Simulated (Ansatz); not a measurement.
System: Fe, space group Im-3m (No. 229) (one of a set of cubic test structures, which need not be the stable phase).

One of the inputs:
```
crystal:
  lattice:
    - [-1.37974341679, 1.37974341679, 1.37974341679]
    - [1.37974341679, -1.37974341679, 1.37974341679]
    - [1.37974341679, 1.37974341679, -1.37974341679]
  atoms:
    - { symbol: Fe, position: [0, 0, 0] }
kpoints:
  mp_grid: { grid: [55, 55, 55] }
hamiltonian:
  xc: pbe
  pseudopotentials: { kind: paw }
scf:
  occupations: { method: fermi_dirac, width: 0.061225619053 }
output:
  forces: true
  stress: true
```

Launched with:
```bash
ansatz run input.yaml --threads 2
```

Method: equation of state of a cubic crystal from periodic Kohn-Sham density functional theory without spin, third-order Birch-Murnaghan fit to the free energies; pressure corrected for the finite basis (Ansatz 0.2.0 development build). Level: PBE.

- structure type: bcc
- atoms in cell: 1
- space group number: 229
- lattice centring: body-centred primitive
- k mesh: 55×55×55
- occupation method: Fermi–Dirac
- occupation width: 0.06123 eV
- wave cutoff: 420 eV
- datasets: soft-1 PAW
- density tolerance: 1e−07 eV
- bands: 12
- density cutoff ratio: 4
- search for lower states: default

What does the calculation give for the energy above the lowest point and pressure against volume? The volume takes the values 9.88, 10.09, 10.30, 10.51, 10.72, 10.93, 11.14 Å³/atom.

A third-order Birch–Murnaghan fit gives V0 = 10.50 Å³/atom, B0 = 267 GPa and B′ = 4.6. The energy above the lowest point is 34.8 meV/atom at volume 9.88 Å³/atom and 28.8 meV/atom at 11.14 Å³/atom; the lowest computed point is at volume 10.51 Å³/atom (0.0 meV/atom), in a single well. The pressure falls from 18.9 GPa at volume 9.88 Å³/atom to −13.7 GPa at 11.14 Å³/atom, and changes sign near 10.50 Å³/atom.

```tsv
volume (Å³/atom)	energy above the lowest point (meV/atom)	pressure (GPa)
9.88	34.8	18.9
10.09	14.7	11.8
10.30	3.5	5.5
10.51	0.0	-0.1
10.72	3.5	-5.2
10.93	13.4	-9.7
11.14	28.8	-13.7
```

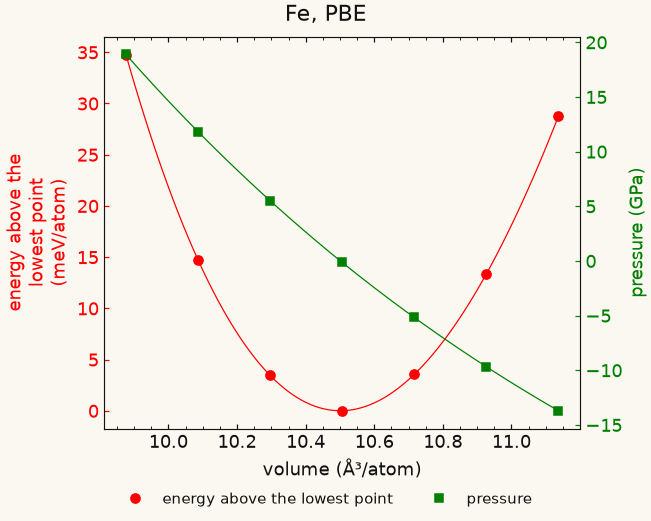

Note: known magnet treated without spin, far from its ground state.
